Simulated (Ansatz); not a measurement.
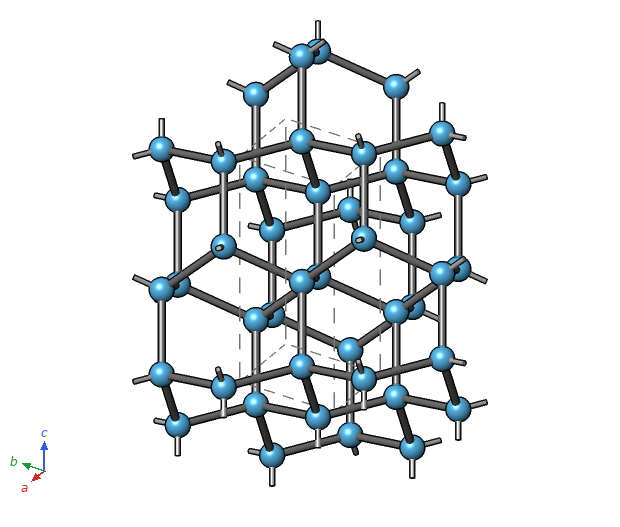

A cut-out of a periodic net derived from a crystal structure. Nodes are coloured by topological kind. Edges to nodes outside the piece are drawn as stubs.

Classify the net: periodicity, connectivity, name.

A uninodal 4-connected, three-periodic net. It is the lon net, known from lonsdaleite, wurtzite and tridymite.

Give point symbol and coordination sequence.

6^6, sequence 4, 12, 25, 44, 67, 96.

Origin of the net. The compound is SiC (space group P6_3mc, No. 186), taken as the end point of a relaxation with DFT PBE, scalar-relativistic, plane waves, PAW (Ansatz); the starting structure was generated, so it need not be a known form of this composition. Bonds are taken as C–Si below 2.1 Å; no other contact counts. Atoms with one bond or none are removed and atoms with two bonds are replaced by edges, until no such atom is left. Si and C are 4-connected nodes.
